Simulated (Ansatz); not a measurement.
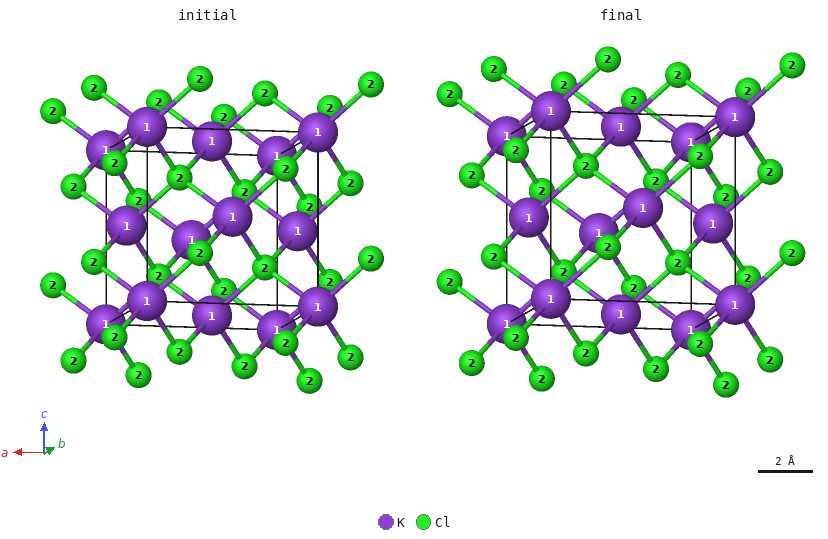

The structure of solid KCl (built on the zincblende type) before (left) and after (right) a relaxation, at one scale.

The picture is a ball-and-stick view of the conventional cell (4 times the calculation's cell), seen from a free direction. Lengths and directions refer to the drawn axes.

All numbers below come from Ansatz 0.2.0, DFT, PBE, plane waves, PAW.

Input
```yaml
crystal:
  lattice:
    - [0.0, 3.2786567087, 3.2786567087]
    - [3.2786567087, 0.0, 3.2786567087]
    - [3.2786567087, 3.2786567087, 0.0]
  atoms:
    - { symbol: K, position: [0.0, 0.0, 0.0] }
    - { symbol: Cl, position: [0.25, 0.25, 0.25] }
kpoints:
  mp_grid: { grid: [6, 6, 6] }
hamiltonian:
  xc: pbe
scf:
  occupations: { method: fermi_dirac, width: 0.02 }
relax:
  f_tol: 0.005
  cell: {}
```

Command:
```bash
ansatz run input.yaml --threads 2 --pin off --max-ram 2211MiB --backend cpu --events-out ev --progress --plain --runs-dir out
```

Q: What changed between the two?

A: Over 3 accepted moves (4 points after the start) the energy falls by 95.7 meV per atom. All forces vanish by symmetry, so only the cell relaxes. Pressure: 4.24 GPa at the start and 0.01 GPa at the end. The SCF was repeated once at an unchanged geometry on a basis and grid sized afresh for the cell, which shifted the energy by 0.4 meV per atom at most. No atom moves by more than 0.005 Å relative to the cell. Cell: a = b = c 6.557 → 7.067 Å (+7.8 %). Volume +25.2 %. Near-neighbour distances that change, for instance: K1–Cl2 2.839 → 3.060 Å. The space group stays F-43m (No. 216).
